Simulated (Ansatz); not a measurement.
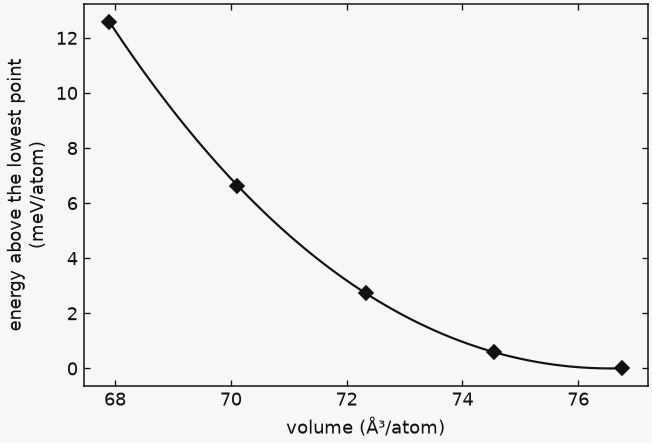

Plotted: energy above the lowest point against volume.

Computed with Ansatz 0.2.0 development build: equation of state of a cubic crystal from periodic Kohn-Sham density functional theory without spin, third-order Birch-Murnaghan fit to the free energies; pressure corrected for the finite basis. Level: r2SCAN.

For which of these solids was it computed?
A. K, Im-3m (No. 229)
B. MgO, Fm-3m (No. 225)
C. SiO₂, Fm-3m (No. 225)

A, K: energy above the lowest point from 0.0 meV/atom to 12.6 meV/atom, V0 76.57 Å³/atom, B0 3.41 GPa. The others give: MgO, energy above the lowest point from 0.0 meV/atom to 24.6 meV/atom, V0 9.289 Å³/atom, B0 167 GPa; SiO₂, energy above the lowest point from 0.0 meV/atom to 36.9 meV/atom, V0 7.74 Å³/atom, B0 305 GPa.

For SiO₂, limits of the calculation: cubic model structure, not the ambient form.
